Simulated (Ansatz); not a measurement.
A series of calculations on SiO₂

**1. Relaxation**

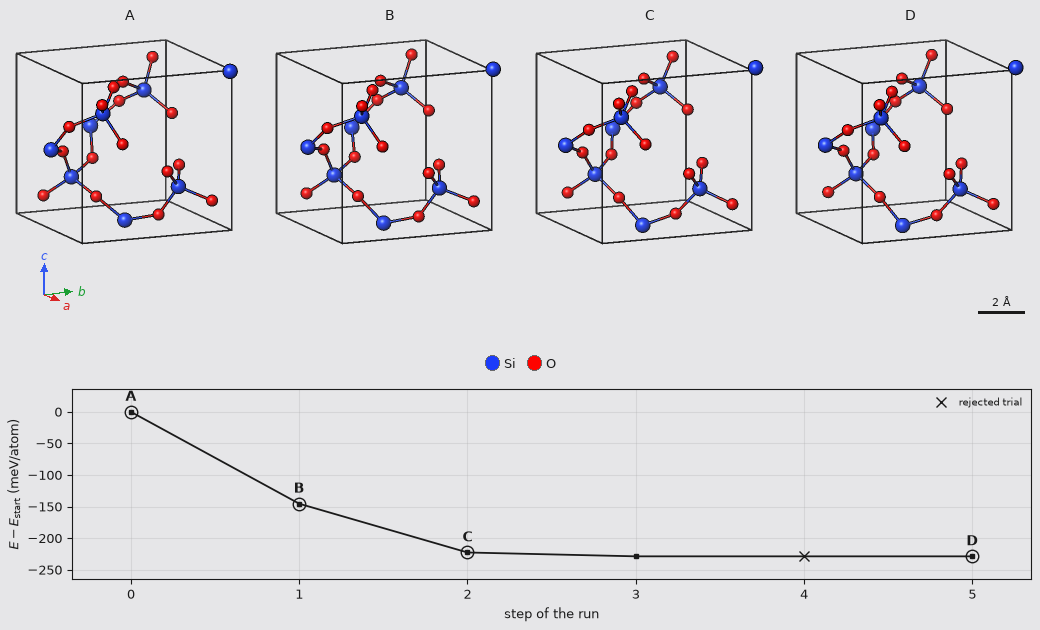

Frames of a relaxation of a crystal of SiO₂ (set up in P2_13), marked on the history of the run. A ball-and-stick model of the cell of the calculation, seen slightly off an axis.

Case: the database's cell, atoms relaxed.

These are results of DFT LDA, scalar-relativistic, plane waves, PAW (Ansatz), not measurements. Settings: plane-wave cutoff 420 eV; k-point mesh 4 × 4 × 4; occupations gaussian; smearing width 0.02 eV; no spin polarisation; atoms relaxed in a fixed cell; force threshold 0.01 eV/Å; at most 40 steps.

Question: Describe the path.

Answer: The largest moves, 0.33 Å, are those of Si atoms. By element the largest moves are Si 0.33 Å, O 0.28 Å. The lattice vectors keep their values. Near-neighbour distances that change, for instance: O–Si 1.668 → 1.607 Å, O–Si 1.649 → 1.598 Å, O–Si 1.612 → 1.600 Å, O–Si 1.597 → 1.606 Å. Bond angles that change, for instance: O–Si–O 95.4° → 108.9°, Si–O–Si 138.0° → 149.6°, O–Si–O 119.1° → 110.0°. The space group stays P2_13 (No. 198). The energy falls by 229 meV per atom in 4 accepted moves (5 points after the start). Largest force component: 2.4 eV/Å at the start, 0.00049 eV/Å at the end. The line search rejected the trial step at point 4 of the run. From step 0 to 1: Si and O atoms move most (0.18 Å), energy −145 meV per atom. From step 1 to 2: O atoms move most (0.18 Å), energy −77.2 meV per atom. From step 2 to 5: O atoms move most (0.09 Å), energy −6.1 meV per atom.

```
step  E − E(0), meV/atom  largest force component, eV/Å      note
   0                0.00                         2.3730          
   1             -145.34                         1.5471          
   2             -222.54                         0.2128          
   3             -228.64                         0.0180          
   4             -228.60                         0.0626  rejected
   5             -228.66                         0.0005
```

**2. Relaxation**

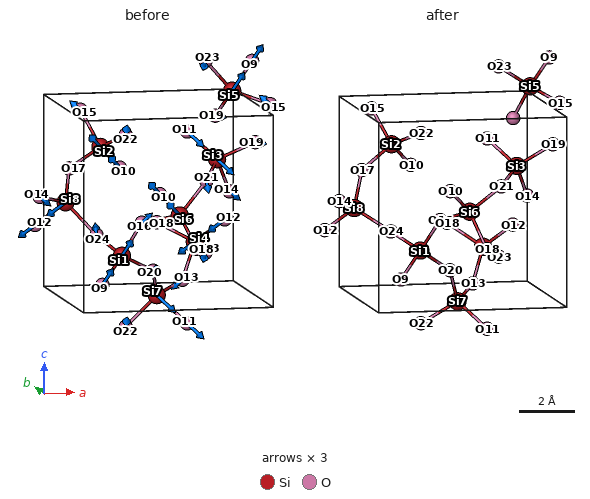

The structure of solid SiO₂ (set up in P2_13) (coarse preliminary run) before (left) and after (right) a relaxation, at one scale. The blue arrows give the displacements (the part carried along by the change of the cell is left out), magnified 3 times.

The picture is a ball-and-stick view of the cell of the calculation, seen slightly off an axis.

These are results of DFT LDA, scalar-relativistic, plane waves, PAW in Ansatz 0.2.0, not measurements.

The input:
```yaml
crystal:
  lattice:
    - [7.16, 0.0, 0.0]
    - [0.0, 7.16, 0.0]
    - [0.0, 0.0, 7.16]
  atoms:
    - { symbol: Si, position: [0.255, 0.255, 0.255] }
    - { symbol: Si, position: [0.245, 0.745, 0.755] }
    - { symbol: Si, position: [0.755, 0.245, 0.745] }
    - { symbol: Si, position: [0.745, 0.755, 0.245] }
    - { symbol: Si, position: [0.992, 0.992, 0.992] }
    - { symbol: Si, position: [0.508, 0.008, 0.492] }
    - { symbol: Si, position: [0.492, 0.508, 0.008] }
    - { symbol: Si, position: [0.008, 0.492, 0.508] }
    - { symbol: O, position: [0.125, 0.125, 0.125] }
    - { symbol: O, position: [0.375, 0.875, 0.625] }
    - { symbol: O, position: [0.625, 0.375, 0.875] }
    - { symbol: O, position: [0.875, 0.625, 0.375] }
    - { symbol: O, position: [0.66, 0.66, 0.062] }
    - { symbol: O, position: [0.84, 0.34, 0.562] }
    - { symbol: O, position: [0.16, 0.84, 0.938] }
    - { symbol: O, position: [0.34, 0.16, 0.438] }
    - { symbol: O, position: [0.062, 0.66, 0.66] }
    - { symbol: O, position: [0.562, 0.84, 0.34] }
    - { symbol: O, position: [0.938, 0.16, 0.84] }
    - { symbol: O, position: [0.438, 0.34, 0.16] }
    - { symbol: O, position: [0.66, 0.062, 0.66] }
    - { symbol: O, position: [0.34, 0.562, 0.84] }
    - { symbol: O, position: [0.84, 0.938, 0.16] }
    - { symbol: O, position: [0.16, 0.438, 0.34] }
basis:
  ecutwfc: 420
kpoints:
  mp_grid: { grid: [4, 4, 4] }
hamiltonian:
  xc: lda
scf:
  occupations: { method: gaussian, width: 0.1 }
output:
  forces: true
  stress: true
  eigenvalues: true
relax:
  adjacent_minimum: "off"
  f_tol: 0.05
  max_steps: 80
  cell: { stress_tol: 0.5 }
```

Launched with:
```bash
ansatz run input.yaml --threads 4 --pin off --max-ram 10240MiB --backend cpu --events-out ev --progress --plain --runs-dir out
```

What changed between the two?

The largest moves relative to the cell, 0.35 Å, are those of Si5, Si6, Si7 and Si8. Si5 goes along [1 1 1]. Largest moves by element: Si 0.35 Å, O 0.31 Å. The volume changes by −2.6 %, with a = b = c 7.160 → 7.098 Å (−0.9 %). Near-neighbour distances that change, for instance: Si5–O15 1.668 → 1.608 Å, Si5–O9 1.649 → 1.597 Å, Si1–O9 1.612 → 1.600 Å, Si1–O16 1.597 → 1.607 Å. Bond angles that change, for instance: O9–Si5–O15 95.4° → 109.0°, O15–Si5–O19 119.1° → 109.9°, Si2–O15–Si5 138.0° → 146.2°. The space group stays P2_13 (No. 198). After 4 accepted moves (5 points after the start) the energy has fallen by 230 meV per atom. The largest force component goes from 2.4 to 0.0073 eV/Å. The pressure goes from −2.71 to −0.20 GPa. The SCF was repeated once at an unchanged geometry on a basis and grid sized afresh for the cell, which shifted the energy by 1.5 meV per atom at most.

**3. A change**

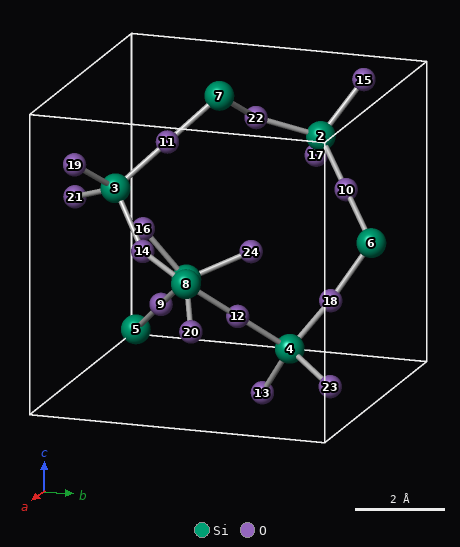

Reference structure: crystalline SiO₂ (set up in P2_13). Style: ball-and-stick. Shown: the cell of the calculation, slightly off an axis.

Level of theory: Ansatz, DFT LDA, scalar-relativistic, plane waves, PAW. Set-up: plane-wave cutoff 420 eV; k-point mesh 4 × 4 × 4; occupations gaussian; smearing width 0.02 eV; no spin polarisation.

The variant: The volume is changed by +6.0 %. The atoms are relaxed in that cell.

**What does the calculation give for the changed structure?**

It costs 2.1 meV per atom. The pressure goes from 0.0 to −0.8 GPa. The drawn cell changes as follows: a = b = c 7.050 → 7.189 Å (+2.0 %); the volume changes by +6.0 %. The largest moves relative to the cell, 0.16 Å, are those of O atoms. By element the largest moves are O 0.16 Å, Si 0.12 Å. Among the bonded contacts that change: O–Si 1.607 → 1.601 to 1.607 Å. The space group stays P2_13 (No. 198).

Drawn alike, the variant:

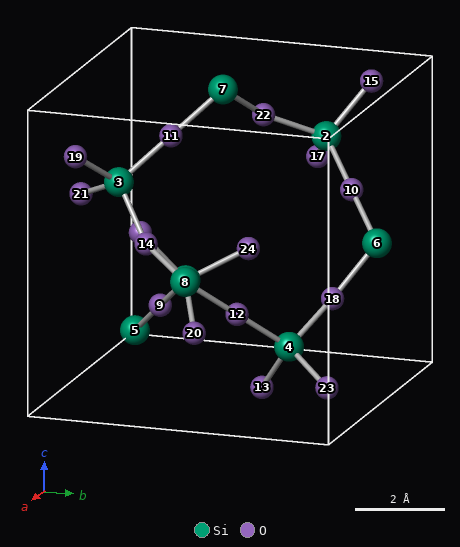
